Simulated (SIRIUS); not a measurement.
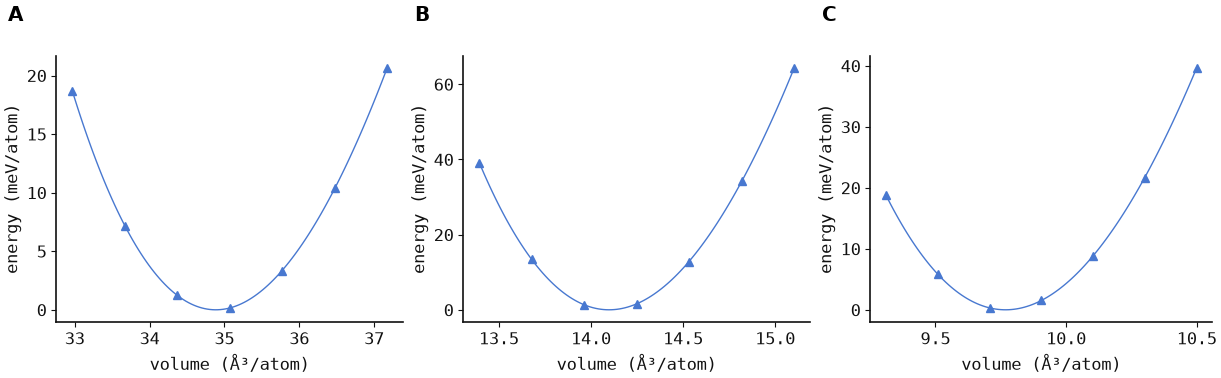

Each panel shows the energy against volume for one of these solids: Bi, R-3m (No. 166); HfB₂, P6/mmm (No. 191); Tc, P6_3/mmc (No. 194).

Computed with SIRIUS 7.12.0: all-electron LAPW DFT, no spin polarisation; energies at scaled volumes of the given cell, shape and fractions fixed, counted from the fit's minimum, third-order Birch-Murnaghan fit. Level: WC.

**Which panel belongs to which solid?**

A is Bi (energy from 0.18 meV/atom to 20.62 meV/atom, V0 34.88 Å³/atom, B0 50.4 GPa); B is Tc (energy from 1.32 meV/atom to 64.33 meV/atom, V0 14.1 Å³/atom, B0 325 GPa); C is HfB₂ (energy from 0.33 meV/atom to 39.64 meV/atom, V0 9.768 Å³/atom, B0 260 GPa).

For Bi, limits of the calculation: spin-orbit coupling left out, heavy elements; shape and atomic fractions are frozen while scaling, which makes layered, chain and framework solids too stiff.

For HfB₂, limits of the calculation: shape and atomic fractions are frozen while scaling, which makes layered, chain and framework solids too stiff.

For Tc, limits of the calculation: shape and atomic fractions are frozen while scaling, which makes layered, chain and framework solids too stiff.
